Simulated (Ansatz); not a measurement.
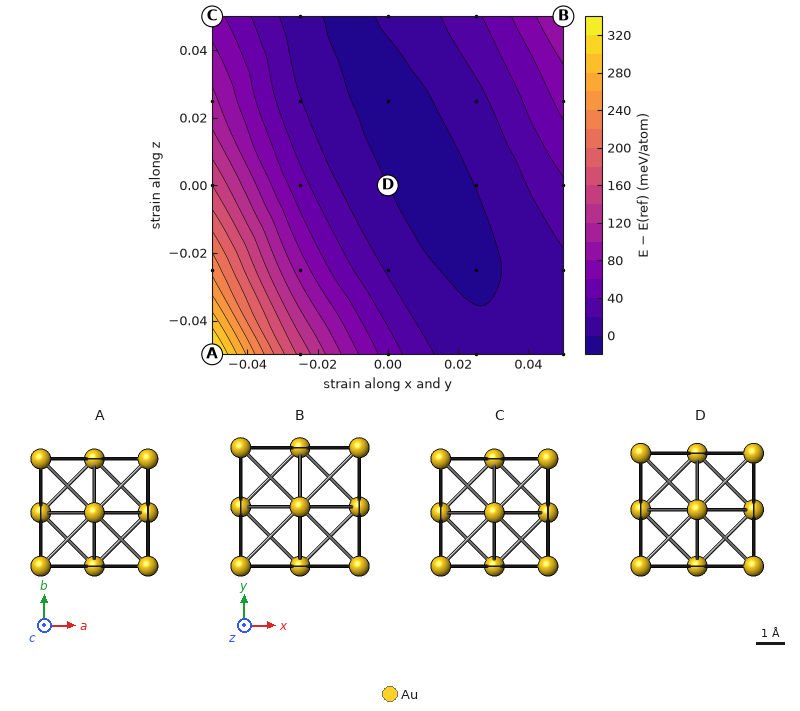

Energy scan for solid Au (Fm-3m), in which the cell is strained equally along x and y and separately along z, with the atoms kept at their fractional coordinates. x, y and z are the Cartesian axes of the input. The map is interpolated between the computed points (dots). The lettered frames are marked on it. A ball-and-stick model of the conventional cell (4 times the calculation's cell), seen along the c axis. Lengths and directions refer to the drawn axes.

Computed with Ansatz, DFT r2SCAN, scalar-relativistic, plane waves, PAW. Set-up: plane-wave cutoff 500 eV; k-point mesh 20 × 20 × 20; occupations gaussian; smearing width 0.15 eV; no spin polarisation. Energies (free energies at the smearing named) are counted from the cell as listed in its source, which wasn't relaxed.

> Where is the lowest point of the map, and what else does it tell?

In pairs of (strain along x and y; strain along z): the lowest computed point lies at (0.000, 0.025) (−5 meV/atom), the highest at (−0.050, −0.050) (333 meV/atom). The valley is tilted: raising the in-plane strain is made harder by raising the strain along z (cross term 0.93 of the geometric mean of the two curvatures). Over the ranges scanned the energy rises more along the first axis, the in-plane strain. The pressure runs from −13.0 GPa at (0.050, 0.050) to 46.1 GPa at (−0.050, −0.050). The frames lie at A (−0.050, −0.050): 333 meV/atom, B (0.050, 0.050): 101 meV/atom, C (−0.050, 0.050): 69 meV/atom, D (0.000, 0.000): 0 meV/atom.
